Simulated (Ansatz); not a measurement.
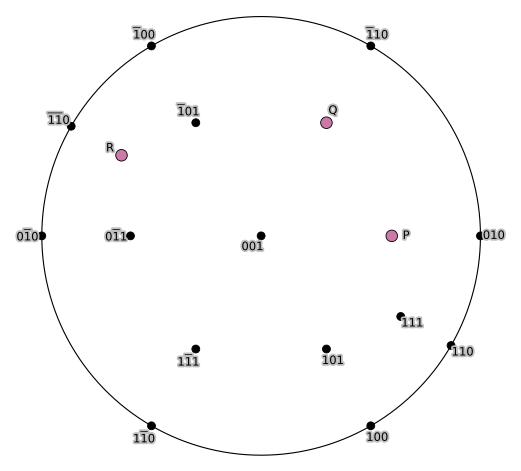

For Al, the geometry relaxed at fixed volume with DFT HSE06, scalar-relativistic, plane waves, PAW (Ansatz 0.2.0); the starting structure was generated, so it need not be a known form of this composition: stereographic projection of plane normals (upper hemisphere) centred on (0 0 1). Symmetry computed with spglib at a tolerance of 0.002 Å; standard conventional cell.

a = 2.878 Å, b = 2.878 Å, c = 4.601 Å, α = 90.00°, β = 90.00°, γ = 120.00°.

### Index the poles marked P, Q, R.

P is (0 1 1), in four indices (0 1 −1 1), 61.6° from the centre; Q is (−1 1 1), in four indices (−1 1 0 1), 61.6° from the centre; R is (−1 −1 1), in four indices (−1 −1 2 1), 72.6° from the centre.

### What is the angle between the normals of (−1 −1 1) and (−1 0 0), and what are their d_hkl = 1/|g|?

34.3°; d = 1.373 Å and 2.492 Å.
